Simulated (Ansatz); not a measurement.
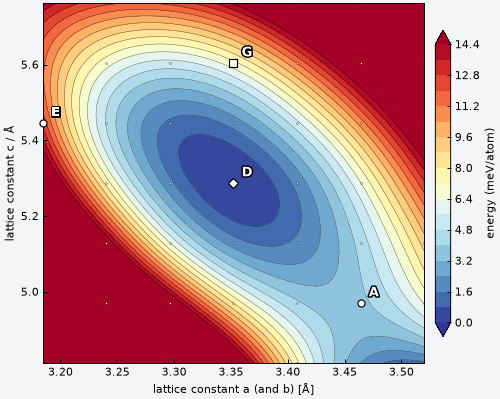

Hg (P6_3/mmc, No. 194; 2 atoms in the cell). 
- The energy is mapped over the lattice constants a and c of the conventional cell.
- First axis: lattice constant a (and b). Second axis: lattice constant c.
- Nothing is relaxed (symmetry fixes all fractional coordinates).
- Grid: 7 × 7 points.
- Energies are in meV/atom, from the lowest grid point.
- These are results of DFT PBE+D3(BJ), scalar-relativistic, plane waves, PAW in Ansatz 0.2.0, not measurements. Settings: cutoff 420 eV, k-mesh 15×15×8 in the order of the run's cell vectors, gaussian smearing 0.15 eV, no spin polarisation.

Drawn: filled contours, dots at the grid points, one colour for all values above the top of the scale, lettered points. Between grid points the surface is interpolated.

Question: Is A the lowest point of the computed grid?

Answer: No. A lies 3.8 meV/atom above the lowest grid point, which is at lattice constant a (and b) = 3.352 Å, lattice constant c = 5.286 Å.

Question: Rank the lettered points by energy, lowest first.

Answer: D (0.0 meV/atom), A (3.8 meV/atom), G (6.9 meV/atom), E (12.6 meV/atom).
